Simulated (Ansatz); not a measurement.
## Energy of MgI₂ along a strain of the cell

System: MgI₂ (3 atoms in the cell).
Method: DFT PBEsol, scalar-relativistic, plane waves, PAW, no spin polarisation (Ansatz 0.2.0).

The 5 runs differ only in the geometry, by a strain of the cell at fixed fractional positions. Against run 3, the strain is εzz = η. The structure derives from an entry of the Crystallography Open Database.

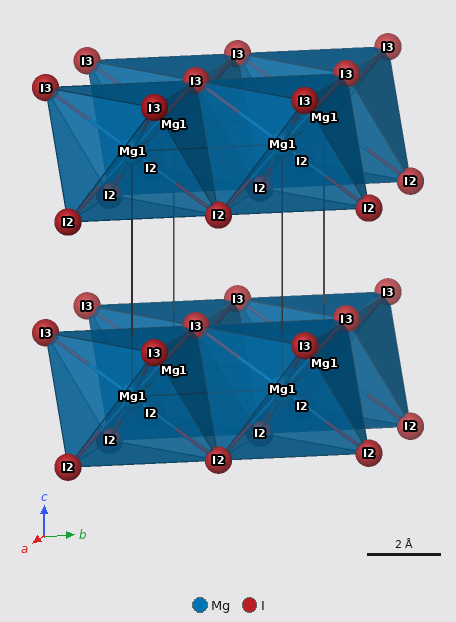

Figure 1. The structure of run 3 (polyhedral view of the cell of the calculation, seen slightly off an axis; polyhedra are completed across the faces of the cell; atoms are numbered from 1 in the order of the input). An atom can appear more than once, as a periodic image.

## Input of run 3
```yaml
crystal:
  lattice:
    - [4.278311125, 0.0, 0.0]
    - [-2.1391555625, 3.7051261196, 0.0]
    - [0.0, 0.0, 6.862]
  atoms:
    - { symbol: Mg, position: [0.0, 0.0, 0.0] }
    - { symbol: I, position: [0.3333333333, 0.6666666667, 0.75763] }
    - { symbol: I, position: [0.6666666667, 0.3333333333, 0.24237] }
basis:
  ecutwfc: 420
kpoints:
  mp_grid: { grid: [6, 6, 4] }
hamiltonian:
  xc: pbesol
scf:
  occupations: { method: gaussian, width: 0.05 }
output:
  forces: true
  stress: true
  eigenvalues: true
```

Command:
```bash
ansatz run input.yaml --threads 1 --pin off --max-ram 2560MiB --backend cpu --events-out ev --progress --plain --runs-dir out
```

Run 4 differs from it as follows:
```diff
-    - [0.0, 0.0, 6.862]
+    - [0.0, 0.0, 6.96493]
```

## Results, with one run withheld

| run | strain parameter η (%) | free energy per atom, from the lowest run given (meV) | pressure (GPa) | gap on the mesh (eV) |
| --- | --- | --- | --- | --- |
| 1 | −3.0000 | 0.00 | −1.02 | 3.09 |
| 2 | −1.5000 | 0.24 | −1.40 | 3.14 |
| 3 | 0.0000 | 2.53 | −1.75 | 3.18 |
| 4 | 1.5000 | ? | ? | ? |
| 5 | 3.0000 | 12.83 | −2.35 | 3.25 |

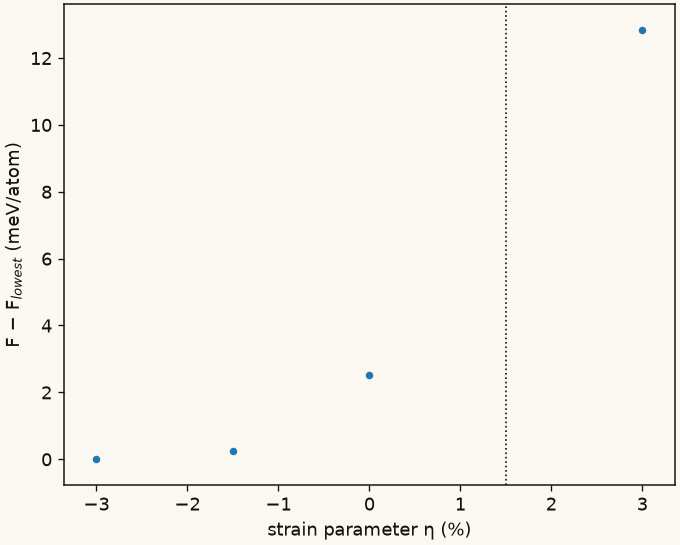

Figure 2. Free energy per atom of the runs given; the dotted line marks run 4.

Fit the runs given and predict run 4.

A quadratic polynomial in the coordinate, fitted to the 4 runs given, misses them by at most 0.03 meV per atom. With x = η + 0.3750, it reads F = 1.7647 + 1.8156 x + 0.43384 x² (meV per atom). At run 4 it gives 6.69 meV per atom, and the run itself gives 6.76. The fit has its minimum at η = −2.4675 %. The gap on the mesh goes, without turning, from 3.09 eV in run 1 to 3.25 eV in run 5; run 4 has 3.22 eV. These are gaps of this functional on this mesh, which can miss the band edges; they aren't the measured gap.

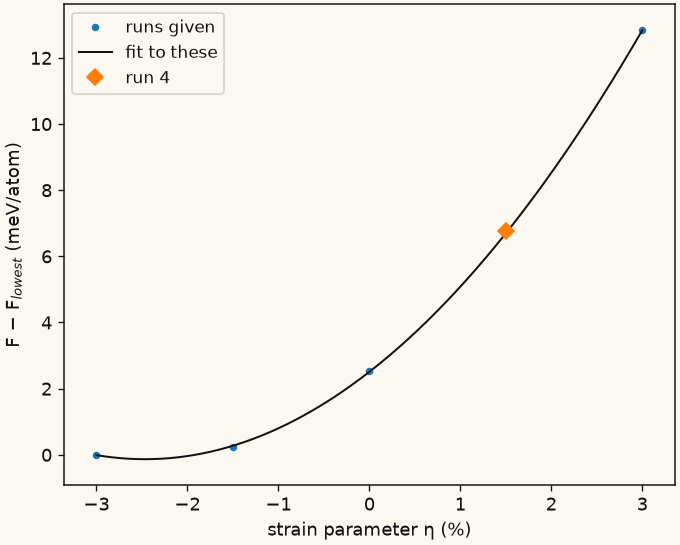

Figure 3. The fit and the withheld run.

## Output, shortened to warnings, some set-up lines, iterations and results (run 4)
```
Basis set: ecut = 420 eV, 2177 PW (Γ), exchange–correlation on 60×60×96 points (8 copies of the dense FFT grid, shifted against one another)
Symmetry: 12 space group operations
k-points: 24 of 144
Initial density: superposition of atomic densities (neutral atoms: chi_scale 0, normalization atom), corrected by the library's trained network
[...]
SCF iter   1: F=—  HF=-16779.763548 eV  |F-HF|=—  |Δ(HF+E_count)|=         —  Δρ=1.90e-3  dr2=2.51e-3  ethr=1.77e-3  ⟨swp⟩=7.6  Hψ=3228  notcnv=0
SCF iter   2: F=—  HF=-16779.762054 eV  |F-HF|=—  |Δ(HF+E_count)|=   1.49e-3  Δρ=1.07e-3  dr2=1.22e-3  ethr=5.72e-6  ⟨swp⟩=2.9  Hψ=1355  notcnv=0  defer=1
SCF iter   3: F=—  HF=-16779.762229 eV  |F-HF|=—  |Δ(HF+E_count)|=   1.75e-4  Δρ=4.21e-4  dr2=3.97e-4  ethr=2.78e-6  ⟨swp⟩=2.1  Hψ=1135  notcnv=0
SCF iter   4: F=—  HF=-16779.762034 eV  |F-HF|=—  |Δ(HF+E_count)|=   1.94e-4  Δρ=1.56e-4  dr2=3.72e-5  ethr=9.03e-7  ⟨swp⟩=3.0  Hψ=1110  notcnv=0
SCF iter   5: F=—  HF=-16779.762028 eV  |F-HF|=—  |Δ(HF+E_count)|=   6.89e-6  Δρ=4.26e-5  dr2=4.09e-6  ethr=8.45e-8  ⟨swp⟩=2.2  Hψ=1132  notcnv=0
SCF iter   6: F=—  HF=-16779.762026 eV  |F-HF|=—  |Δ(HF+E_count)|=   1.23e-6  Δρ=1.26e-5  dr2=3.93e-7  ethr=9.30e-9  ⟨swp⟩=3.0  Hψ=1068  notcnv=0
SCF iter   7: F=-16779.762026 eV  HF=-16779.762026 eV  |F-HF|=1.06e-8  |Δ(HF+E_count)|=   1.88e-8  Δρ=2.72e-6  dr2=2.03e-8  ethr=2.27e-10  ⟨swp⟩=6.4  Hψ=2607  notcnv=0
SCF 1 converged in 7 iterations: F = -16779.762026 eV  dr2 = 2.03e-8
SCF converged after 7 iterations
Free energy (F): -16779.762026 eV
Harris-Foulkes:  -16779.762026 eV  (|F-HF|=1.06e-8)
Internal energy: -16779.762026 eV  (E = F + TS)
E sigma→0 (E₀):  -16779.762026 eV
Fermi energy:    5.649048 eV
--- Per-component energies (eV) ---
  E_band       = -1159.159585
  E_kinetic    = 452.833468
  E_local      = -5981.819609  (includes V_loc(G=0)·N_el)
  E_nonlocal   = -81.308648
  E_hartree    = 2803.616195
  E_xc         = -281.964948
  E_vxc        = -292.679125  (∫ρ·V_xc dr)
  E_paw        = -9755.682929  (= ΣΔE_a)
  E_vpaw       = -863.418189  (= ΣTr[D̂ρ^β])
  E_aug_tail   = 0.000022  (compensation charges beyond the density's cutoff)
  E_ewald      = -3936.318723
  E_core_change = 0.883146  (= ΣΔE_core)
  E_smearing   = -0.000000  (= −TS)
  E_closure    = -0.000000  (closes the sum)
  Σ components = -16779.762026   (vs F -16779.762026, Δ=0.00e0)
--- Forces (eV/Å), atoms counted from 1 ---
  atom   1  Mg    -0.00000000     0.00000000     0.00000000
  atom   2  I      0.00000000    -0.00000000     0.31897613
  atom   3  I     -0.00000000     0.00000000    -0.31897613
  max |Σ_I F_I| component: 5.26e-31 eV/Å
--- Stress (GPa, compression-positive) ---
       -2.329068       0.000000       0.000000
        0.000000      -2.329068      -0.000000
        0.000000      -0.000000      -1.522636
  P = ⅓ Tr σ = -2.0603 GPa (-20.603 kbar)
```
